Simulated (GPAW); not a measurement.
# BN (Qingsongite, F-43m): the N K absorption edge, part 2 of 3

How does the N K edge of BN (Qingsongite, F-43m) move when the bonds are compressed or stretched?

GPAW 26.7.0; X-ray absorption from dipole matrix elements to empty bands, plane-wave PAW LDA.

So far. Step 2 (The field without a hole): The mesh shows a gap of 4.29 eV, so the hole is first treated in a charged cell, without the excited electron.

**4. Spectrum with FCH, N atom 1**

The holes are 5.1 Å apart. In GPAW the data set carries the hole's charge, so charge=0 means a charged cell and charge=-1 a neutral one. The excited electron is left out and a uniform background balances the charge. After the field has converged, empty bands are computed with the density fixed and the dipole matrix elements are summed.

The absorber has 4 B at 1.57 Å (tetrahedral, site symmetry -43m).

xas.py

```python
import numpy as np
from ase import Atoms
from ase.parallel import parprint, paropen
from gpaw import GPAW, PW, FermiDirac, Mixer, MixerDif, setup_paths
from gpaw.test import gen
setup_paths.insert(0, '.')
gen('N', name='fch1s', xcname='LDA', corehole=(1, 0, 1), write_xml=True)
from gpaw.mpi import world
world.barrier()

atoms = Atoms('N8B8',
    cell=[[0, 3.615, 3.615],
     [3.615, 0, 3.615],
     [3.615, 3.615, 0]],
    scaled_positions=[[0.375, 0.375, 0.375],
     [0.375, 0.375, 0.875],
     [0.375, 0.875, 0.375],
     [0.875, 0.375, 0.375],
     [0.375, 0.875, 0.875],
     [0.875, 0.375, 0.875],
     [0.875, 0.875, 0.375],
     [0.875, 0.875, 0.875],
     [0, 0, 0],
     [0, 0, 0.5],
     [0, 0.5, 0],
     [0.5, 0, 0],
     [0, 0.5, 0.5],
     [0.5, 0, 0.5],
     [0.5, 0.5, 0],
     [0.5, 0.5, 0.5]],
    pbc=True)
atoms.calc = calc = GPAW(legacy_gpaw=True, mode=PW(500, force_complex_dtype=True), xc='LDA', setups={0: 'fch1s'},
    kpts={'size': (4, 4, 4), 'gamma': True}, occupations=FermiDirac(0.02),
    charge=0, mixer=Mixer(0.1, 5, 50), maxiter=150,
    convergence={'density': 0.0001, 'eigenstates': 1e-6}, txt='scf.txt')
energy = atoms.get_potential_energy() + calc.get_reference_energy()
ef = calc.get_fermi_level()
out = dict(energy=energy, fermi=ef, forces=atoms.get_forces().tolist())
parprint(f'all-electron energy {energy:.4f} eV, Fermi level {ef:.4f} eV')
ev = np.array([[calc.get_eigenvalues(k, s) for k in range(len(calc.get_ibz_k_points()))] for s in range(calc.get_number_of_spins())])
out['homo'], out['lumo'], out['counts'] = ev[ev < ef].max(), ev[ev > ef].min(), sorted(set((ev < ef).sum((0, 2)).tolist()))
out['filled'] = (ev[:, 0] < ef).sum(1).tolist()

from ase.units import Ha
from gpaw.xas import dipole_matrix_elements
nb = int(calc.get_number_of_electrons() / 2) + 59
top, nb = nb, nb + 8 + nb // 12
nscf = calc.fixed_density(kpts={'size': (6, 6, 6), 'gamma': True}, nbands=nb,
    convergence={'bands': top, 'eigenstates': 5e-3}, maxiter=60, txt='nscf.txt')
cell = atoms.cell.array
ops = [cell.T @ U.T @ np.linalg.inv(cell.T) for U in nscf.wfs.kd.symmetry.op_scc]
filled = [32]  # bands filled in the ground state, by spin
E = np.arange(-6, 34, 0.1)
fwhm = np.interp(E, [4, 25], [0.9, 3.5])
Y, X, zero, highest = 0, 0, 1e9, 1e9
for spin in range(nscf.get_number_of_spins()):
    wfs = nscf.wfs
    mine = wfs.bd.get_slice()  # this rank's bands
    A = dipole_matrix_elements(wfs.setups[0])
    eps = np.zeros((wfs.kd.nibzkpts, nb))
    d = np.zeros((3, A.shape[1], wfs.kd.nibzkpts, nb), complex)
    for kpt in wfs.kpt_u:
        if kpt.s == spin and 0 in kpt.P_ani:
            eps[kpt.k, mine] = kpt.eps_n * Ha
            d[:, :, kpt.k, mine] = (kpt.weight * wfs.nspins / 2) ** 0.5 * np.inner(A, kpt.P_ani[0])
    world.sum(eps)
    world.sum(d)
    T = np.einsum('amkn,bmkn->abkn', d, d.conj()).real
    T = sum(np.einsum('ai,ijkn,bj->abkn', R, T, R) for R in ops) / len(ops)
    empty = np.ones_like(eps, bool) & (np.arange(nb) >= filled[spin])
    zero, highest = min(zero, eps[empty].min()), min(highest, eps[:, top - 1].min())
    lines = [(eps, T, empty)] if spin == 0 else lines + [(eps, T, empty)]
for eps, T, empty in lines:
    f = np.einsum('aakn->akn', T).reshape(3, -1)
    x = eps.ravel() - zero
    w = np.interp(x, E, fwhm) / 2.35482
    g = np.exp(-0.5 * ((E[:, None] - x) / w) ** 2) / (w * (2 * np.pi) ** 0.5)
    Y = Y + (f * empty.ravel()) @ g.T
    X = X + (f * ~empty.ravel()) @ g.T
out.update(E=E.round(2).tolist(), xas=Y.tolist(), xes=X.tolist(), zero=zero, valid=highest - zero, nk=len(eps), nb=nb)
for i in range(0, len(E), 10):
    parprint(f'{E[i]:7.2f}', *(f'{v:10.3e}' for v in Y[:, i]))
import json
with paropen('out.json', 'w') as f:
    json.dump(out, f)
```

Command:

```console
$ OMP_NUM_THREADS=1 mpirun -n 4 gpaw python xas.py
```

Numbers of over 12 decimals in the logs are rounded to 6 here.

Output:

```text
Input parameters:
  convergence: {density: 0.0001,
                eigenstates: 1e-06}
  kpts: {gamma: True,
         size: (4, 4, 4)}
  maxiter: 150
  mixer: {backend: pulay,
          beta: 0.1,
          method: separate,
          nmaxold: 5,
          weight: 50}
  mode: {ecut: 500.0,
         force_complex_dtype: True,
         name: pw}
  occupations: {fixmagmom: False,
                name: fermi-dirac,
                width: 0.02}
  setups: {0: fch1s}

Initialize ...

[... PAW data sets ...]

Reference energy: -16651.169573  # eV

Spin-paired calculation

[... convergence settings ...]
Symmetries present (total): 6
  [... symmetry matrices ...]

64 k-points: 4 x 4 x 4 Monkhorst-Pack grid + [1/8,1/8,1/8]
13 k-points in the irreducible part of the Brillouin zone
       k-points in crystal coordinates                weights
   0:     0.00000000    0.00000000    0.00000000          1/64
   1:     0.25000000    0.00000000   -0.25000000          6/64
   2:     0.25000000    0.00000000    0.00000000          6/64
   3:     0.25000000    0.25000000   -0.25000000          6/64
   4:     0.25000000    0.25000000    0.00000000          6/64
   5:     0.25000000    0.25000000    0.25000000          2/64
   6:     0.50000000    0.00000000    0.00000000          3/64
   7:     0.50000000    0.25000000   -0.25000000          6/64
   8:     0.50000000    0.25000000    0.00000000         12/64
   9:     0.50000000    0.25000000    0.25000000          6/64
          ...
  12:     0.50000000    0.50000000    0.50000000          1/64

Wave functions: Plane wave expansion
  Cutoff energy: 500.000 eV
  Number of coefficients (min, max): 2392, 2421
  Pulay-stress correction: 0.000000 eV/Ang^3 (de/decut=0.000000)
  Using FFTW library
  Wavefunction extrapolation:
    Improved wavefunction reuse through dual PAW basis

Occupation numbers: Fermi-Dirac:
  width: 0.0200  # eV

Eigensolver
   Davidson(niter=2)

Densities:
  Coarse grid: 27*27*27 grid
  Fine grid: 54*54*54 grid
  Total Charge: 1.000000

Density mixing:
  Method: separate
  Backend: pulay
  Linear mixing parameter: 0.1
  old densities: 5
  Width of damping distribution: 1.1
  Damping of long wavelength oscillations: 50

[... Hamiltonian set-up ...]
Number of atoms: 16
Number of atomic orbitals: 64
Number of bands in calculation: 43
Number of valence electrons: 64
Bands to converge: occupied

... initialized

Initializing position-dependent things.

Density initialized from atomic densities
Creating initial wave functions:
  43 bands from LCAO basis set

                          N
                     N
                      N
                N        N
                    N
                  B  N
            B  N
             B
        B        B
           B
            B
       B

Atomic positions and initial magnetic moments

Positions:
   0 N      2.711250    2.711250    2.711250    ( 0.0000,  0.0000,  0.0000)
   1 N      4.518750    4.518750    2.711250    ( 0.0000,  0.0000,  0.0000)
   2 N      4.518750    2.711250    4.518750    ( 0.0000,  0.0000,  0.0000)
   3 N      2.711250    4.518750    4.518750    ( 0.0000,  0.0000,  0.0000)
   4 N      6.326250    4.518750    4.518750    ( 0.0000,  0.0000,  0.0000)
   5 N      4.518750    6.326250    4.518750    ( 0.0000,  0.0000,  0.0000)
   6 N      4.518750    4.518750    6.326250    ( 0.0000,  0.0000,  0.0000)
[...]
13 B      1.807500    3.615000    1.807500    ( 0.0000,  0.0000,  0.0000)
  14 B      1.807500    1.807500    3.615000    ( 0.0000,  0.0000,  0.0000)
  15 B      3.615000    3.615000    3.615000    ( 0.0000,  0.0000,  0.0000)

Unit cell:
           periodic     x           y           z      points  spacing
  1. axis:    yes    0.000000    3.615000    3.615000    27     0.1546
  2. axis:    yes    3.615000    0.000000    3.615000    27     0.1546
  3. axis:    yes    3.615000    3.615000    0.000000    27     0.1546

  Lengths:   5.112382   5.112382   5.112382
  Angles:   60.000000  60.000000  60.000000

Effective grid spacing dv^(1/3) = 0.1687

iter:   1  -184.959883
iter:   2  -181.738337   -1.29  -0.78
iter:   3  -176.969623   -0.71  -0.85
iter:   4  -176.631334   -2.03  -1.19
iter:   5  -176.519277   -2.40  -1.42
iter:   6  -176.511915   -2.43  -1.82
iter:   7  -176.494716c  -2.34  -2.02
iter:   8  -176.486723c  -4.49  -2.20
iter:   9  -176.491974c  -3.97  -2.27
iter:  10  -176.480573c  -3.65  -2.22
iter:  11  -176.476289c  -3.36  -2.47
iter:  12  -176.476247c  -4.82  -3.31
iter:  13  -176.476230c  -5.95  -3.65
iter:  14  -176.476223c  -6.35c -3.81
iter:  15  -176.476221c  -7.20c -3.96
iter:  16  -176.476221c  -7.46c -4.06c

Converged after 16 iterations.

Dipole moment: (13.496480, 13.496480, 13.496480) |e|*Ang

Energy contributions relative to reference atoms: (reference = -16651.169573)

Kinetic:        +78.134978
Potential:      -97.047589
External:        +0.000000
XC:            -156.948398
Entropy (-ST):   -0.000000
Local:           -0.615212
SIC:             +0.000000
--------------------------
Free energy:   -176.476221
Extrapolated:  -176.476221

Showing only first 2 kpts
 Kpt  Band  Eigenvalues  Occupancy
  0    30      9.86974    2.00000
  0    31      9.86981    2.00000
  0    32     13.72875    0.00000
  0    33     14.21363    0.00000

  1    30      8.05143    2.00000
  1    31      9.38443    2.00000
  1    32     16.06993    0.00000
[...]
Fermi level: 10.75070

Gap: 3.859 eV
Transition (v -> c):
  (s=0, k=0, n=31, [0.00, 0.00, 0.00]) -> (s=0, k=0, n=32, [0.00, 0.00, 0.00])
No difference between direct/indirect transitions

Forces in eV/Ang:
  0 N    -0.00035   -0.00035   -0.00035
  1 N    -0.00003   -0.00003   -0.24902
  2 N    -0.00003   -0.24902   -0.00003
  3 N    -0.24902   -0.00003   -0.00003
  4 N     0.24887   -0.00020   -0.00020
  5 N    -0.00020    0.24887   -0.00020
  6 N    -0.00020   -0.00020    0.24887
[...]
13 B    -1.66191    1.66198   -1.66191
 14 B    -1.66191   -1.66191    1.66198
 15 B     1.66203    1.66203    1.66203
Scalar-relativistic atomic LDA calculation for N (Nitrogen, Z=7)
Core hole in 1s state (1s occupation: 1.0)
300 radial gridpoints.
|------------------------------------------------|
|------------------------------------------------|
[... the atom generator's iteration count ...]

Energy contributions:
-------------------------
Kinetic:      +38.530757
XC:            -4.452581
Potential:    -72.816894
-------------------------
Total:        -38.738717

state      eigenvalue         ekin         rmax
-----------------------------------------------
1s^1.0 :   -16.643762    23.347388        0.145
2s^2.0 :    -1.332146     3.154276        0.915
2p^3.0 :    -0.925852     2.958273        0.782
-----------------------------------------------
(units: Bohr and Hartree)

Generating PAW setup
Kinetic energy of the core from tauc = 23.362075
Cutoffs:
rc(s)=1.140
rc(p)=1.000
rc(d)=1.090
rc(vbar)=1.120
rc(comp)=1.090
rc(nct)=1.140

Kinetic energy of the core states: 23.347388
Charge: 1.0
Core electrons: 1.0
Valence electrons: 5.0
Pseudo-core charge: 0.003881
Shape function alpha=8.417
Pseudo-electron charge 4.904142
state    eigenvalue         norm
--------------------------------
2s(2) :    -1.332146     1.098259
*s    :    -0.332146
2p(3) :    -0.925852     0.901248
*p    :     0.074148
*d    :     0.000000
--------------------------------

Diagonalizing with gridspacing h=0.050

state   all-electron     PAW
-------------------------------
2s:      -1.332146    -1.333594
2p:      -0.925852    -0.929974
*d:                   -0.063788
*f:                   -0.013854
-------------------------------
all-electron energy -16827.6458 eV, Fermi level 10.7507 eV
[...]
31.00  3.196e-05  3.196e-05  3.196e-05
  32.00  3.697e-05  3.697e-05  3.697e-05
  33.00  4.978e-05  4.978e-05  4.978e-05
```

It took 46 s on 4 MPI ranks of Arm Neoverse V2, shared host; peak memory 0.31 GiB; 3.1 min of CPU time.

The N K spectrum, N atom 1, full core hole (charged cell) (energy from the lowest empty level; intensity scaled to a mean of 1 over the first 20 eV):

| E (eV) | intensity |
| --- | --- |
| -2.0 | 0.00 |
| -0.5 | 0.00 |
| 1.0 | 0.07 |
| 2.5 | 0.50 |
| 4.0 | 1.98 |
| 5.5 | 2.49 |
| 7.0 | 2.27 |
| 8.5 | 1.54 |
| 10.0 | 1.69 |
| 11.5 | 0.72 |
| 13.0 | 0.53 |
| 14.5 | 0.88 |
| 16.0 | 0.56 |
| 17.5 | 0.15 |
| 19.0 | 0.11 |
| 20.5 | 0.29 |
| 22.0 | 0.45 |

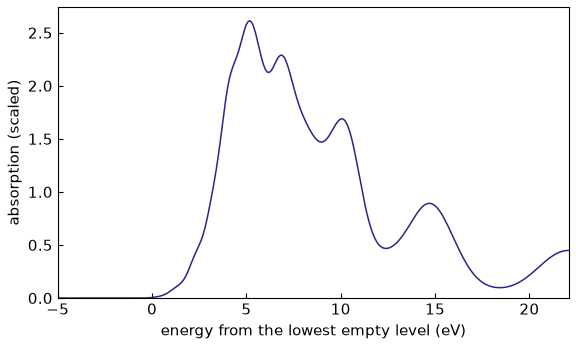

The N K edge, N atom 1, full core hole (charged cell): main maxima at 5.2, 6.9 and 10.1 eV.

Main maxima below 21 eV (height): 5.2 eV (2.61), 6.9 eV (2.29), 10.1 eV (1.69) and 14.7 eV (0.89). A K edge sees empty p states; a tetrahedral site has σ* states alone, so there is no π* peak.

The hole costs E(hole) − E(ground) = 390.91 eV, and the lowest empty level of the hole cell on the spectrum's mesh lies at 13.73 eV, which puts the zero at 404.64 eV. One term is added: -7.76 eV, since the hole is spin-paired here and a spin-polarised one costs that much less in the free atom (computed apart). The photon energy is then 396.88 eV. The functional and the charged cell's background leave an error in such absolute values: in the free atom LDA prices this hole 3.5 eV below PBE (computed apart), and PBE is itself good to a few eV.

**5. Supercell without a hole, the energy reference**

The cell changes for the next run, so it gets a reference energy of its own.

The cell differs from the one that the last finished run ended in (a 5.112 → 5.008 Å, b 5.112 → 5.008 Å, c 5.112 → 5.008 Å).

scf.py

```python
import numpy as np
from ase import Atoms
from ase.parallel import parprint, paropen
from gpaw import GPAW, PW, FermiDirac, Mixer, MixerDif, setup_paths
from gpaw.test import gen
setup_paths.insert(0, '.')
gen('N', name='nch1s', xcname='LDA', corehole=(1, 0, 0), write_xml=True)
from gpaw.mpi import world
world.barrier()

atoms = Atoms('N8B8',
    cell=[[0, 3.54120378, 3.54120378],
     [3.54120378, 0, 3.54120378],
     [3.54120378, 3.54120378, 0]],
    scaled_positions=[[0.375, 0.375, 0.375],
     [0.375, 0.375, 0.875],
     [0.375, 0.875, 0.375],
     [0.875, 0.375, 0.375],
     [0.375, 0.875, 0.875],
     [0.875, 0.375, 0.875],
     [0.875, 0.875, 0.375],
     [0.875, 0.875, 0.875],
     [0, 0, 0],
     [0, 0, 0.5],
     [0, 0.5, 0],
     [0.5, 0, 0],
     [0, 0.5, 0.5],
     [0.5, 0, 0.5],
     [0.5, 0.5, 0],
     [0.5, 0.5, 0.5]],
    pbc=True)
atoms.calc = calc = GPAW(legacy_gpaw=True, mode=PW(500, force_complex_dtype=True), xc='LDA', setups={0: 'nch1s'},
    kpts={'size': (4, 4, 4), 'gamma': True}, occupations=FermiDirac(0.02),
    charge=0, mixer=Mixer(0.1, 5, 50), maxiter=150,
    convergence={'density': 0.0001, 'eigenstates': 1e-6}, txt='scf.txt')
energy = atoms.get_potential_energy() + calc.get_reference_energy()
ef = calc.get_fermi_level()
out = dict(energy=energy, fermi=ef, forces=atoms.get_forces().tolist())
parprint(f'all-electron energy {energy:.4f} eV, Fermi level {ef:.4f} eV')
ev = np.array([[calc.get_eigenvalues(k, s) for k in range(len(calc.get_ibz_k_points()))] for s in range(calc.get_number_of_spins())])
out['homo'], out['lumo'], out['counts'] = ev[ev < ef].max(), ev[ev > ef].min(), sorted(set((ev < ef).sum((0, 2)).tolist()))
out['filled'] = (ev[:, 0] < ef).sum(1).tolist()
import json
with paropen('out.json', 'w') as f:
    json.dump(out, f)
```

Command:

```console
$ OMP_NUM_THREADS=1 mpirun -n 4 gpaw python scf.py
```

Output:

```text
Input parameters:
  convergence: {density: 0.0001,
                eigenstates: 1e-06}
  kpts: {gamma: True,
         size: (4, 4, 4)}
  maxiter: 150
  mixer: {backend: pulay,
          beta: 0.1,
          method: separate,
          nmaxold: 5,
          weight: 50}
  mode: {ecut: 500.0,
         force_complex_dtype: True,
         name: pw}
  occupations: {fixmagmom: False,
                name: fermi-dirac,
[...]
2s(2) :    -0.676924     1.071713
*s    :     0.323076
2p(3) :    -0.265967     0.952074
*p    :     0.734033
*d    :     0.000000
--------------------------------

Diagonalizing with gridspacing h=0.050

state   all-electron     PAW
-------------------------------
2s:      -0.676924    -0.677975
2p:      -0.265967    -0.268121
*d:                    0.048644
*f:                    0.076426
-------------------------------
all-electron energy -17218.4485 eV, Fermi level 11.8992 eV
[key lines of the parts left out:]
Converged after 12 iterations.
Dipole moment: (13.996107, 13.996107, 13.996107) |e|*Ang
Free energy:   -150.538699
Fermi level: 11.89916
```

Run time: 13 s. Hardware: 4 MPI ranks; peak memory 0.25 GiB.

Reference energy: -17218.448 eV with the cores included.

**6. Spectrum with FCH, N atom 1**

Shorter bonds are expected to push antibonding states and scattering resonances up, and longer ones down; the cell is scaled to test that.

Changed against the first core-hole run: volume scale from 1 to 0.94.

Edit xas.py of step 4 so:

```diff
@@ -11,5 +11,5 @@
 atoms = Atoms('N8B8',
-    cell=[[0, 3.615, 3.615],
-     [3.615, 0, 3.615],
-     [3.615, 3.615, 0]],
+    cell=[[0, 3.54120378, 3.54120378],
+     [3.54120378, 0, 3.54120378],
+     [3.54120378, 3.54120378, 0]],
     scaled_positions=[[0.375, 0.375, 0.375],
@@ -45,3 +45,3 @@
 from gpaw.xas import dipole_matrix_elements
-nb = int(calc.get_number_of_electrons() / 2) + 59
+nb = int(calc.get_number_of_electrons() / 2) + 56
 top, nb = nb, nb + 8 + nb // 12
```

Command:

```console
$ OMP_NUM_THREADS=1 mpirun -n 4 gpaw python xas.py
```

Output:

```text
Input parameters:
  convergence: {density: 0.0001,
                eigenstates: 1e-06}
  kpts: {gamma: True,
         size: (4, 4, 4)}
  maxiter: 150
  mixer: {backend: pulay,
          beta: 0.1,
          method: separate,
          nmaxold: 5,
          weight: 50}
  mode: {ecut: 500.0,
         force_complex_dtype: True,
         name: pw}
  occupations: {fixmagmom: False,
                name: fermi-dirac,
[...]
*p    :     0.074148
*d    :     0.000000
--------------------------------

Diagonalizing with gridspacing h=0.050

state   all-electron     PAW
-------------------------------
2s:      -1.332146    -1.333594
2p:      -0.925852    -0.929974
*d:                   -0.063788
*f:                   -0.013854
-------------------------------
all-electron energy -16828.5029 eV, Fermi level 11.7430 eV
[...]
32.00  2.895e-05  2.895e-05  2.895e-05
  33.00  3.002e-05  3.002e-05  3.002e-05
[key lines of the parts left out:]
Converged after 18 iterations.
Dipole moment: (13.699745, 13.699745, 13.699745) |e|*Ang
Free energy:   -177.333355
Fermi level: 11.74305
```

The job ended after 44 s (4 MPI ranks; peak memory 0.31 GiB).

| E (eV) | first run | this run |
| --- | --- | --- |
| -2.0 | 0.00 | 0.00 |
| -1.0 | 0.00 | 0.00 |
| 0.0 | 0.00 | 0.00 |
| 1.0 | 0.07 | 0.05 |
| 2.0 | 0.29 | 0.21 |
| 3.0 | 0.82 | 0.61 |
| 4.0 | 1.98 | 1.59 |
| 5.0 | 2.58 | 2.19 |
| 6.0 | 2.16 | 1.95 |
| 7.0 | 2.27 | 1.96 |
| 8.0 | 1.72 | 1.87 |
| 9.0 | 1.47 | 1.57 |
| 10.0 | 1.69 | 1.56 |
| 11.0 | 1.14 | 1.69 |
| 12.0 | 0.51 | 0.92 |
| 13.0 | 0.53 | 0.53 |
| 14.0 | 0.79 | 0.65 |
| 15.0 | 0.87 | 0.86 |
| 16.0 | 0.56 | 0.81 |
| 17.0 | 0.24 | 0.49 |
| 18.0 | 0.11 | 0.21 |
| 19.0 | 0.11 | 0.10 |
| 20.0 | 0.22 | 0.11 |
| 21.0 | 0.37 | 0.22 |
| 22.0 | 0.45 | 0.37 |

The scaled spectrum changes by 19 % r.m.s. The highest intensity below 16 eV goes from 5.2 eV (2.61) to 5.3 eV (2.27).

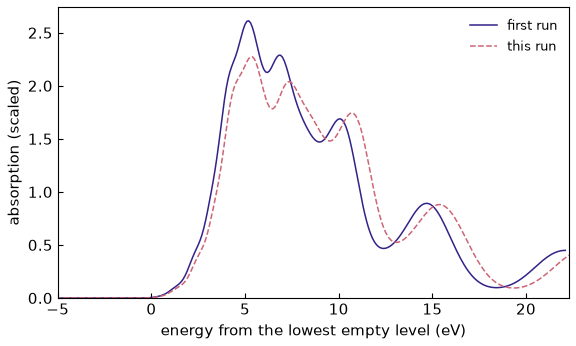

The effect of the change (volume scale from 1 to 0.94).

The photon energy of the zero moves by +0.06 eV.

**7. Reference energy of the supercell**

The cell changes for the next run, so it gets a reference energy of its own.

The cell differs from the one that the last finished run ended in (a 5.008 → 5.061 Å, b 5.008 → 5.061 Å, c 5.008 → 5.061 Å).

Edit scf.py of step 5 so:

```diff
@@ -11,5 +11,5 @@
 atoms = Atoms('N8B8',
-    cell=[[0, 3.54120378, 3.54120378],
-     [3.54120378, 0, 3.54120378],
-     [3.54120378, 3.54120378, 0]],
+    cell=[[0, 3.57848235, 3.57848235],
+     [3.57848235, 0, 3.57848235],
+     [3.57848235, 3.57848235, 0]],
     scaled_positions=[[0.375, 0.375, 0.375],
```

Command:

```console
$ OMP_NUM_THREADS=1 mpirun -n 4 gpaw python scf.py
```

Output:

```text
Input parameters:
  convergence: {density: 0.0001,
                eigenstates: 1e-06}
  kpts: {gamma: True,
         size: (4, 4, 4)}
  maxiter: 150
  mixer: {backend: pulay,
          beta: 0.1,
          method: separate,
          nmaxold: 5,
          weight: 50}
  mode: {ecut: 500.0,
         force_complex_dtype: True,
         name: pw}
  occupations: {fixmagmom: False,
                name: fermi-dirac,
[...]
2s(2) :    -0.676924     1.071713
*s    :     0.323076
2p(3) :    -0.265967     0.952074
*p    :     0.734033
*d    :     0.000000
--------------------------------

Diagonalizing with gridspacing h=0.050

state   all-electron     PAW
-------------------------------
2s:      -0.676924    -0.677975
2p:      -0.265967    -0.268121
*d:                    0.048644
*f:                    0.076426
-------------------------------
all-electron energy -17218.5933 eV, Fermi level 11.4345 eV
[key lines of the parts left out:]
Converged after 12 iterations.
Dipole moment: (13.898614, 13.898614, 13.898614) |e|*Ang
Free energy:   -150.683503
Fermi level: 11.43454
```

It took 13 s on 4 MPI ranks; peak memory 0.25 GiB.

Reference energy: -17218.593 eV with the cores included.

(Continued in part 3 of 3.)

[Banner, clock and machine lines of the logs are left out without a mark of their own.]

[Logs are printed without paths, hosts, clocks, repeated set-up lines and the standing remarks that a program may print on its own settings, such as how far it seeks lower states.]

[Hosts, paths, dates, database ids (printed as entryN), source tags and the programs' standing remarks are cut or masked in the printed files.]

[Lists of maxima count a maximum above −3 eV only where it reaches 4 % of the highest in the window and stands out from its surroundings by 2 % of it (1.5 % where it reaches 55 %); shoulders and weaker maxima are passed over, and of the rest the first, up to two pre-edge ones and the few strongest are named.]
